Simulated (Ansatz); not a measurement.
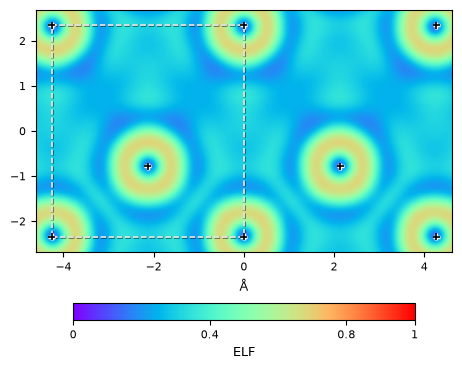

The ELF on a plane through atoms (crosses mark nuclei in the plane).

All numbers below come from Ansatz, DFT r2SCAN, scalar-relativistic, plane waves, PAW.

Candidates:
A. Ag, a = 4.62 Å, b = 4.62 Å, c = 4.62 Å, α = 60.00°, β = 60.00°, γ = 60.00°. Space group Im-3m; a structure from a database of computed crystals, not necessarily the ambient phase.
B. Al2Cu, a = 5.73 Å, b = 5.73 Å, c = 5.73 Å, α = 90.00°, β = 90.00°, γ = 90.00°. Space group Fm-3m; a structure from a database of computed crystals, not necessarily the ambient phase; computed without spin polarisation.
C. Ru, a = 2.70 Å, b = 2.70 Å, c = 4.27 Å, α = 90.00°, β = 90.00°, γ = 120.00°. Space group P6₃/mmc; a structure from a database of computed crystals, not necessarily the ambient phase; computed without spin polarisation.

Question: Which system is this?

Answer: Candidate C: Ru on the (110) plane of the conventional cell, which holds Ru. Ru–Ru (2.64 Å): the ELF is about 0.35 at the midpoint.
